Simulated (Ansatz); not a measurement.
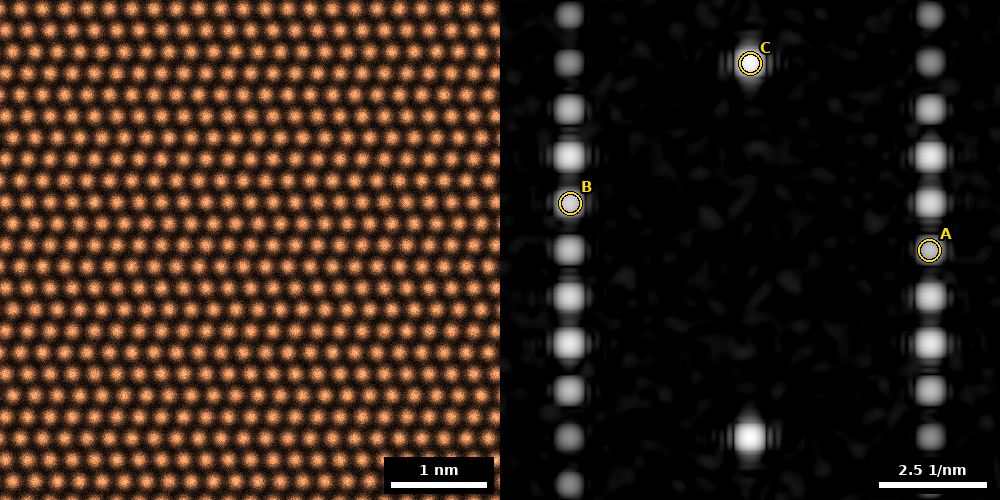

iDPC-like image of a crystal. Simulated as the projected potential of neutral atoms (B = 0.8 Å²) blurred by a 1.12 Å probe, the thin-sample limit of integrated differential phase contrast. Shot noise was added.

The right panel is the modulus of the image's Fourier transform on a logarithmic scale.

### Which lattice spacings do the marked spots stand for, and what angle do A and B enclose?

A: 2.4 Å, B: 2.3 Å, C: 2.3 Å; A and B enclose about 165°.

The crystal is Pt (P6_3/mmc, No. 194) along [100]; the spots are (0 -1 0), (0 1 -1) and (0 0 -4). Atomic positions: the geometry relaxed with DFT, LDA (PW92), plane waves (420 eV) with PAW, scalar-relativistic (Ansatz); the starting structure was generated, so it need not be a known form of this composition.
